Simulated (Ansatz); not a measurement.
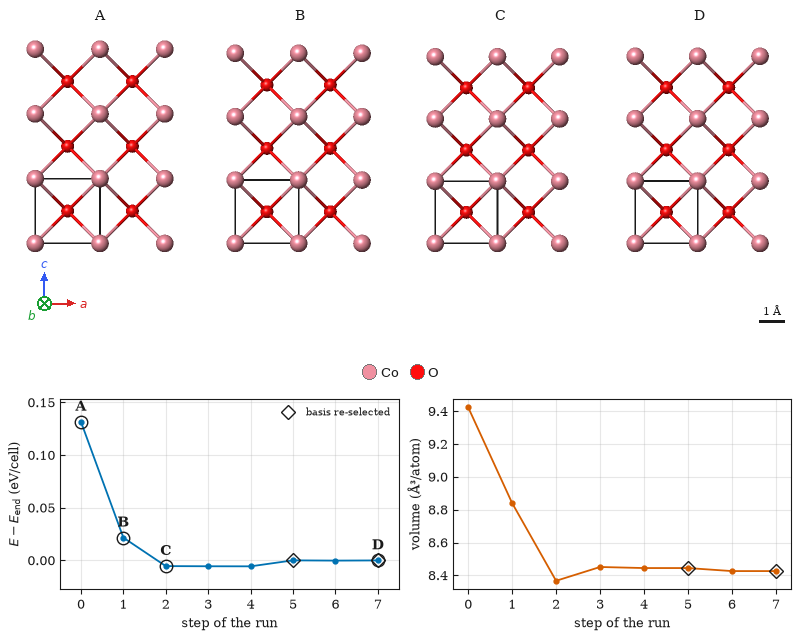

Frames of a relaxation of solid CoO (built on the CsCl (B2) type), marked on the history of the run. Style: ball-and-stick. Shown: the cell of the calculation, repeated 2 × 1 × 3 with one cell outlined, along the b axis.

Case: no spin polarisation.

These are results of DFT PBE+U, scalar-relativistic, plane waves, PAW in Ansatz 0.2.0, not measurements.

The input:
```yaml
crystal:
  lattice:
    - [2.6612513074, 0.0, 0.0]
    - [0.0, 2.6612513074, 0.0]
    - [0.0, 0.0, 2.6612513074]
  atoms:
    - { symbol: Co, position: [0.0, 0.0, 0.0] }
    - { symbol: O, position: [0.5, 0.5, 0.5] }
basis:
  ecutwfc: 420
kpoints:
  mp_grid: { grid: [10, 10, 10] }
hamiltonian:
  xc: pbe
  hubbard: { sites: [{ species: Co, l: d, u_eff: 3.32 }] }
scf:
  occupations: { method: gaussian, width: 0.02 }
output:
  forces: true
  stress: true
  eigenvalues: true
relax:
  adjacent_minimum: "off"
  f_tol: 0.01
  max_steps: 60
  cell: { stress_tol: 0.05 }
```

Command:
```bash
ansatz run input.yaml --threads 1 --pin off --max-ram 2560MiB --backend cpu --events-out ev --progress --plain --runs-dir out
```

Question: Describe the path.

Answer: No atom moves by more than 0.005 Å relative to the cell. The drawn cell changes as follows: a = b = c 2.661 → 2.564 Å (−3.7 %); the volume changes by −10.6 %. Near-neighbour distances that change, for instance: Co1–O2 2.305 → 2.220 Å. The space group stays Pm-3m (No. 221). The energy falls by 0.132 eV per cell of the calculation in 5 accepted moves (7 points after the start). All forces vanish by symmetry, so only the cell relaxes. The pressure goes from −19.05 to −0.01 GPa. At 2 points the geometry stayed and the basis and grid were re-selected for the new cell (energy shift of 5.7 meV per cell of the calculation at most each time). From step 0 to 1: volume −6.2 %, energy −0.110 eV per cell of the calculation. From step 1 to 2: volume −5.4 %, energy −27.0 meV per cell of the calculation. From step 2 to 7: volume +0.7 %, energy +5.4 meV per cell of the calculation.

```csv
step,"E − E(0), meV/atom","pressure, GPa","volume, Å³/atom",note
0,0.00,-19.05,9.424,
1,-55.00,-9.10,8.840,
2,-68.52,2.08,8.367,
3,-68.60,-0.17,8.451,
4,-68.63,0.00,8.444,
5,-65.79,-0.49,8.444,"same geometry, new basis"
6,-65.91,0.00,8.426,
7,-65.82,-0.01,8.426,"same geometry, new basis"
```
